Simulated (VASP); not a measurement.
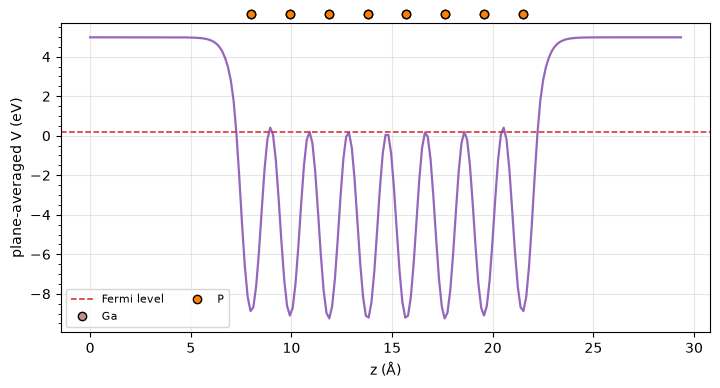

Figure 1: GaP (slab). Plane average of the electrostatic potential energy of an electron across the slab. Circles mark the heights of the atoms.

Not relaxed (largest force 2.0 eV/Å).

These are results of VASP, Kohn-Sham DFT of a periodic cell, PBEsol, VASP PAW PBE potentials, recommended, not measurements.

### How far above the Fermi level of the calculation is the vacuum level?

4.8 eV. The slab has a gap, so the Fermi level lies inside it and this isn't a work function in the metallic sense.

### What are the slab's thickness and the vacuum gap?

The outermost nuclei are 13.5 Å apart, in 8 atomic planes; the vacuum between periodic images is 16.0 Å wide.
